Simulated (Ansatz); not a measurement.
ZrC

```yaml
crystal:
  lattice:
    - [3.27531, 0.00000, 0.00000]
    - [-1.63765, 2.83650, 0.00000]
    - [0.00000, 0.00000, 5.19204]
  atoms:
    - { symbol: Zr, position: [0.66667, 0.33333, 0.75000] }
    - { symbol: Zr, position: [0.33333, 0.66667, 0.25000] }
    - { symbol: C, position: [0.00000, 0.00000, 0.50000] }
    - { symbol: C, position: [0.00000, 0.00000, 0.00000] }
```

Space group P6₃/mmc; a structure from a database of computed crystals, not necessarily the ambient phase; computed pressure about 20 GPa in this cell.

Method: Ansatz, Kohn-Sham DFT of a periodic cell, PBE, Ansatz PAW.

**What can the converged valence pseudo-density and electron localisation function tell about the bonding?**

Zr–C (2.29 Å): ρ at the midpoint is about 0.49 e/Å³; the ELF peaks at about 0.80 in the valence shell of C, 0.7 Å from its nucleus, and drops to about 0.20 between the two atoms (no localised pair shows between them).
Zr–Zr (3.21 Å): ρ is about 0.19 e/Å³ halfway; the ELF is about 0.15 at the midpoint: no shared electron pair shows on this line.

**Does the calculation make it a metal, or give it a gap?**

It is metallic or semimetallic at this level of theory: no gap opens.

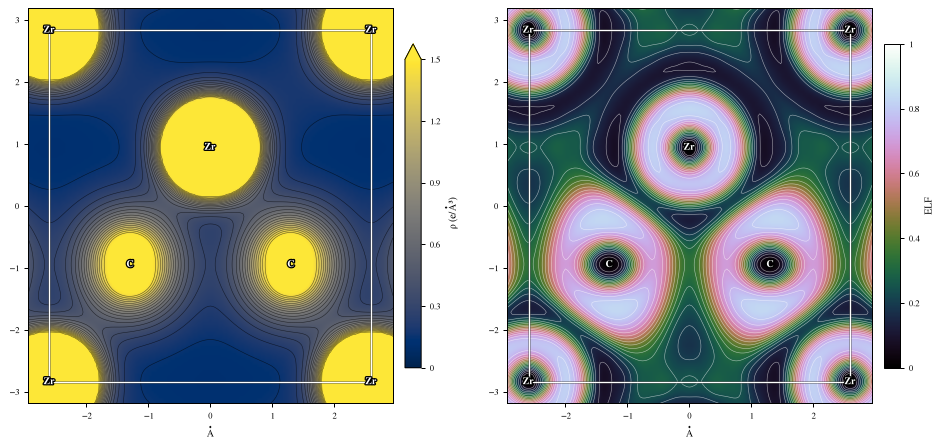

Computed valence pseudo-density and electron localisation function on the (110) plane of the conventional cell, in this order. 
